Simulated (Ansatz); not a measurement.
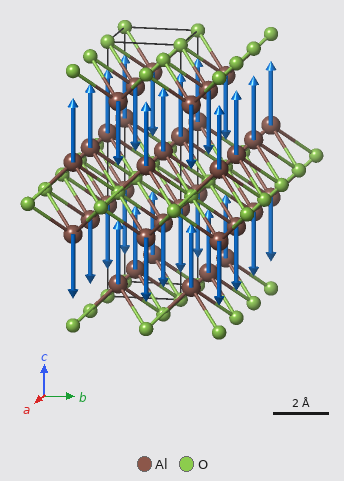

This is a relaxation of a crystal of Al2O (a generated structure, set up in I4/mmm) (coarse preliminary run). The starting structure is drawn; blue arrows show the displacements (the part carried along by the change of the cell is left out), 50 times their true length.

A ball-and-stick model of the conventional cell (2 times the calculation's cell), repeated 3 × 2 × 1 with one cell outlined, seen slightly off an axis. Lengths and directions refer to the drawn axes.

Level of theory: DFT PBE, scalar-relativistic, plane waves, PAW in Ansatz. Set-up: plane-wave cutoff 420 eV; k-point mesh 8 × 8 × 8; occupations gaussian; smearing width 0.1 eV; no spin polarisation; cell and atoms relaxed; force threshold 0.04 eV/Å; at most 70 steps.

Question: Which element moves most?

Answer: Aluminium: up to 0.048 Å, against 0.000 Å for oxygen.

Question: What did the optimiser do to the structure, and how much energy did it gain?

Answer: Over 3 accepted moves (4 points after the start) the energy falls by 24.7 meV per atom. The largest force component goes from 0.69 to 0.01 eV/Å. The pressure goes from 1.89 to 0.08 GPa. The SCF was repeated once at an unchanged geometry on a basis and grid sized afresh for the cell, which shifted the energy by 0.5 meV per atom at most. The largest moves relative to the cell, 0.048 Å, are those of Al atoms. O stays in place. Cell: a = b 2.763 → 2.818 Å (+2.0 %), c 9.560 → 9.231 Å (−3.4 %). Volume +0.4 %. Some distances before and after: Al–O 2.378 → 2.411 Å. The space group stays I4/mmm (No. 139).
